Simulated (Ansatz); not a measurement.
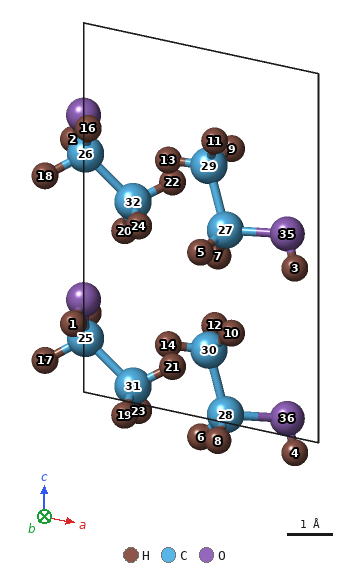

This is the input geometry for a relaxation of crystalline H6C2O (set up in Pc) (coarse preliminary run). The picture is a ball-and-stick view of the cell of the calculation, seen along the b axis.

Computed with DFT PBE+D3(BJ), scalar-relativistic, plane waves, PAW (Ansatz).

Input
```yaml
crystal:
  lattice:
    - [5.377, 0.0, 0.0]
    - [0.0, 6.882, 0.0]
    - [-1.7444861947, 0.0, 8.0685682073]
  atoms:
    - { symbol: H, position: [0.957, 0.044, 0.179] }
    - { symbol: H, position: [0.957, 0.956, 0.679] }
    - { symbol: H, position: [0.899, 0.166, 0.459] }
    - { symbol: H, position: [0.899, 0.834, 0.959] }
    - { symbol: H, position: [0.498, 0.143, 0.447] }
    - { symbol: H, position: [0.498, 0.857, 0.947] }
    - { symbol: H, position: [0.572, 0.342, 0.447] }
    - { symbol: H, position: [0.572, 0.658, 0.947] }
    - { symbol: H, position: [0.63, 0.356, 0.746] }
    - { symbol: H, position: [0.63, 0.644, 0.246] }
    - { symbol: H, position: [0.558, 0.131, 0.757] }
    - { symbol: H, position: [0.558, 0.869, 0.257] }
    - { symbol: H, position: [0.361, 0.281, 0.678] }
    - { symbol: H, position: [0.361, 0.719, 0.178] }
    - { symbol: H, position: [0.02, 0.404, 0.217] }
    - { symbol: H, position: [0.02, 0.596, 0.717] }
    - { symbol: H, position: [0.836, 0.315, 0.063] }
    - { symbol: H, position: [0.836, 0.685, 0.563] }
    - { symbol: H, position: [0.175, 0.159, 0.961] }
    - { symbol: H, position: [0.175, 0.841, 0.461] }
    - { symbol: H, position: [0.379, 0.247, 0.121] }
    - { symbol: H, position: [0.379, 0.753, 0.621] }
    - { symbol: H, position: [0.235, 0.39, 0.982] }
    - { symbol: H, position: [0.235, 0.61, 0.482] }
    - { symbol: C, position: [0.0085, 0.2987, 0.1462] }
    - { symbol: C, position: [0.0085, 0.7013, 0.6462] }
    - { symbol: C, position: [0.6041, 0.2313, 0.5217] }
    - { symbol: C, position: [0.6041, 0.7687, 0.0217] }
    - { symbol: C, position: [0.5335, 0.2534, 0.6869] }
    - { symbol: C, position: [0.5335, 0.7466, 0.1869] }
    - { symbol: C, position: [0.2106, 0.2771, 0.0448] }
    - { symbol: C, position: [0.2106, 0.7229, 0.5448] }
    - { symbol: O, position: [0.0, 0.1349, 0.25] }
    - { symbol: O, position: [0.0, 0.8651, 0.75] }
    - { symbol: O, position: [0.867, 0.1785, 0.5475] }
    - { symbol: O, position: [0.867, 0.8215, 0.0475] }
basis:
  ecutwfc: 420
kpoints:
  mp_grid: { grid: [4, 4, 4] }
hamiltonian:
  xc: pbe
  dispersion: d3bj
scf:
  occupations: { method: gaussian, width: 0.1 }
output:
  forces: true
  stress: true
  eigenvalues: true
relax:
  adjacent_minimum: "off"
  f_tol: 0.05
  max_steps: 70
  cell: { stress_tol: 0.5 }
```

Command:
```bash
ansatz run input.yaml --threads 8 --pin off --max-ram 16384MiB --backend cpu --events-out ev --progress --plain --runs-dir out
```

Question: What does the optimiser find from here?

Answer: The energy falls by 305 meV per atom in 7 accepted moves (8 points after the start). The largest force component goes from 15 to 0.026 eV/Å. The pressure goes from 27.85 to −0.07 GPa. At 1 point the geometry stayed and the basis and grid were re-selected for the new cell (energy shift of 0.1 meV per atom at most each time). The largest moves relative to the cell, 0.23 Å, are those of H3 and H4. H4 goes along [1 1 −2]. Largest moves by element: H 0.23 Å, O 0.05 Å, C 0.05 Å. The drawn cell changes as follows: a 5.377 → 5.411 Å (+0.6 %), b 6.882 → 6.886 Å (+0.1 %), c 8.255 → 8.156 Å (−1.2 %), β 102.2° → 101.9°; the volume changes by −0.4 %. Among the contacts that change: H3–O35 0.790 → 1.001 Å, H15–C25 0.925 → 1.099 Å, H13–C29 0.934 → 1.097 Å, H10–C30 0.948 → 1.098 Å. Among the angles between lasting bonds that change: H6–C28–H8 95.0° → 107.2°, H16–C26–C32 117.8° → 110.6°, H8–C28–C30 116.9° → 110.2°. The space group stays Pc (No. 7).

After the run, drawn alike:

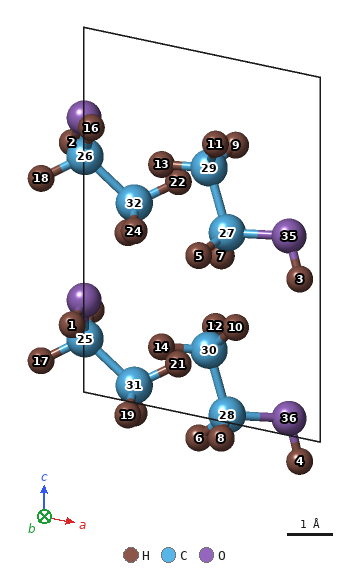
